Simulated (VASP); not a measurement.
**Two runs on Rh**

System: Rh (Fm-3m, 1 atom in the cell).
Method of run A: Kohn-Sham DFT of a periodic cell, PBEsol, VASP PAW PBE potentials, recommended, no spin polarisation (VASP 6.6.1).

The structure derives from a Materials Project entry. 

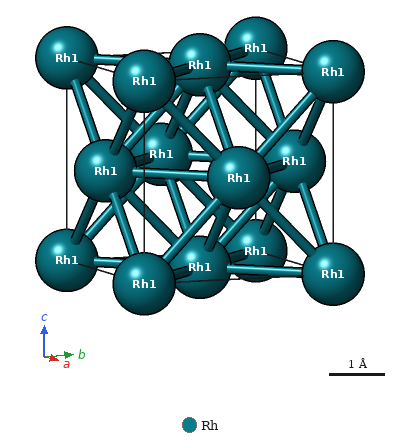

The structure (ball-and-stick view of the cell 4 times as large as that of the calculation, set on its symmetry axes, seen slightly off an axis; atoms are numbered from 1 in the order of the input).

### INCAR, run A
```
SYSTEM = Rh
PREC     = Accurate       ! precision mode
ENCUT    = 700            ! plane-wave cutoff, eV
EDIFF    = 1E-7           ! SCF threshold, eV
ISMEAR   = 0              ! smearing method
SIGMA    = 0.1            ! smearing width, eV
LREAL    = .False.        ! projectors in reciprocal space
LASPH    = .True.         ! aspherical terms in the spheres
NELM     = 80             ! most SCF steps
ALGO     = Fast           ! electronic algorithm
ISIF     = 2              ! what is computed and relaxed
LWAVE    = .False.        ! write WAVECAR
LCHARG   = .False.        ! write CHGCAR
GGA      = PS             ! functional
```

### KPOINTS, run A
```
regular mesh
0
Gamma
  18 18 18
  0 0 0
```

### POSCAR, run A
```
Rh
1.0
    0.0000000000      1.8896100000      1.8896100000
    1.8896100000      0.0000000000      1.8896100000
    1.8896100000      1.8896100000      0.0000000000
Rh
1
Direct
    0.0000000000      0.0000000000      0.0000000000
```

Launched with:
```bash
cat potpaw_PBE.64/Rh_pv/POTCAR > POTCAR
mpirun -np 1 vasp_std > vasp.out
```

Hardware: 1 thread of AMD EPYC (Zen 4), 64 GiB of memory available, shared host.

### OSZICAR and lines of OUTCAR (run A)
```
N       E                     dE             d eps       ncg     rms          rms(c)
DAV:   1     0.136942666222E+03    0.13694E+03   -0.11129E+04  4290   0.183E+03
DAV:   2    -0.694119305621E+01   -0.14388E+03   -0.13779E+03  4428   0.437E+02
DAV:   3    -0.876464384307E+01   -0.18235E+01   -0.18083E+01  4938   0.546E+01
DAV:   4    -0.877614714931E+01   -0.11503E-01   -0.11501E-01  4755   0.448E+00
DAV:   5    -0.877632805551E+01   -0.18091E-03   -0.18090E-03  4898   0.522E-01    0.116E+01
RMM:   6    -0.816752827795E+01    0.60880E+00   -0.13524E+00  4410   0.139E+01    0.371E+00
RMM:   7    -0.814657985243E+01    0.20948E-01   -0.72548E-02  4516   0.299E+00    0.160E+00
RMM:   8    -0.814289431851E+01    0.36855E-02   -0.16577E-02  4694   0.182E+00    0.389E-01
RMM:   9    -0.814174210176E+01    0.11522E-02   -0.26950E-03  4995   0.681E-01    0.261E-02
RMM:  10    -0.814175153228E+01   -0.94305E-05   -0.25049E-04  5018   0.234E-01    0.146E-02
RMM:  11    -0.814175347440E+01   -0.19421E-05   -0.41008E-05  5120   0.105E-01    0.738E-03
RMM:  12    -0.814175229993E+01    0.11745E-05   -0.12126E-05  5213   0.557E-02    0.443E-03
RMM:  13    -0.814175282631E+01   -0.52639E-06   -0.35691E-06  5182   0.315E-02    0.693E-04
RMM:  14    -0.814175288773E+01   -0.61416E-07   -0.11271E-06  4350   0.152E-02    0.329E-04
RMM:  15    -0.814175290921E+01   -0.21481E-07   -0.16722E-07  3302   0.649E-03
   1 F= -.81417529E+01 E0= -.81384616E+01  d E =-.658270E-02
[... from OUTCAR:]
  free energy    TOTEN  =        -8.14175291 eV
  energy without entropy =       -8.13517021  energy(sigma->0) =       -8.13846156
 E-fermi :  12.1084     XC(G=0): -14.3392     alpha+bet :-19.1402
  free  energy   TOTEN  =        -8.1417529092 eV
  energy  without entropy=       -8.1351702097  energy(sigma->0) =       -8.13846156
```

The input of run B differs as follows (lines with − go, lines with + come):
```diff
-ENCUT    = 700            ! plane-wave cutoff, eV
+ENCUT    = 520            ! plane-wave cutoff, eV
-SIGMA    = 0.1            ! smearing width, eV
+SIGMA    = 0.5            ! smearing width, eV
```

Predict how the results change.

The energy of run B (smearing taken to zero) is 2.7 meV per atom higher, the joint effect of these numerical settings, which can't be told apart here. The pressure goes from 0.17 to 1.83 GPa. The SCF takes 14 iterations against 15. The plane waves at Γ go from 588.0 to 375.0. On the same kind of shared host run B took about 0.62 times as long.

### OSZICAR and lines of OUTCAR (run B)
```
N       E                     dE             d eps       ncg     rms          rms(c)
DAV:   1     0.113921701606E+03    0.11392E+03   -0.93766E+03  4298   0.146E+03
DAV:   2    -0.738532425221E+01   -0.12131E+03   -0.11629E+03  4410   0.389E+02
DAV:   3    -0.883292575821E+01   -0.14476E+01   -0.14404E+01  4989   0.487E+01
DAV:   4    -0.884127924178E+01   -0.83535E-02   -0.83526E-02  4676   0.381E+00
DAV:   5    -0.884140976926E+01   -0.13053E-03   -0.13053E-03  4902   0.445E-01    0.117E+01
RMM:   6    -0.824441817485E+01    0.59699E+00   -0.13294E+00  4412   0.137E+01    0.387E+00
RMM:   7    -0.822431532773E+01    0.20103E-01   -0.68938E-02  4513   0.291E+00    0.170E+00
RMM:   8    -0.822053210968E+01    0.37832E-02   -0.14714E-02  4698   0.171E+00    0.377E-01
RMM:   9    -0.821960477934E+01    0.92733E-03   -0.21834E-03  4998   0.614E-01    0.279E-02
RMM:  10    -0.821961237746E+01   -0.75981E-05   -0.21327E-04  5024   0.215E-01    0.132E-02
RMM:  11    -0.821961414437E+01   -0.17669E-05   -0.28418E-05  5150   0.872E-02    0.758E-03
RMM:  12    -0.821961298598E+01    0.11584E-05   -0.96925E-06  5151   0.488E-02    0.421E-03
RMM:  13    -0.821961343932E+01   -0.45334E-06   -0.28466E-06  5192   0.274E-02    0.736E-04
RMM:  14    -0.821961351177E+01   -0.72445E-07   -0.86706E-07  4266   0.131E-02
   1 F= -.82196135E+01 E0= -.81357642E+01  d E =-.167699E+00
[... from OUTCAR:]
  free energy    TOTEN  =        -8.21961351 eV
  energy without entropy =       -8.05191480  energy(sigma->0) =       -8.13576416
 E-fermi :  12.0775     XC(G=0): -14.3377     alpha+bet :-19.1402
  free  energy   TOTEN  =        -8.2196135118 eV
  energy  without entropy=       -8.0519147992  energy(sigma->0) =       -8.13576416
```

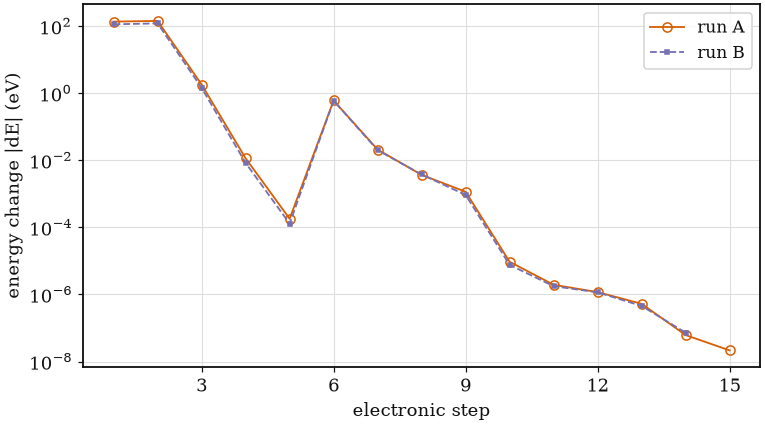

Convergence of the two runs: energy change |dE| against the electronic step. Run A takes 15 steps in all, and run B takes 14.

### The two runs side by side

| quantity | run A | run B |
| --- | --- | --- |
| outcome | converged | converged |
| free energy per atom (eV) | −8.1418 | −8.2196 |
| energy per atom, smearing taken to zero (eV) | −8.1385 | −8.1358 |
| gap on the mesh (eV) | 0.00 | 0.00 |
| pressure (GPa) | 0.17 | 1.83 |
| largest force (eV/Å) | 0.000 | 0.000 |
| SCF iterations | 15 | 14 |
| irreducible k-points | 195 | 195 |
| plane waves at Γ | 588 | 375 |
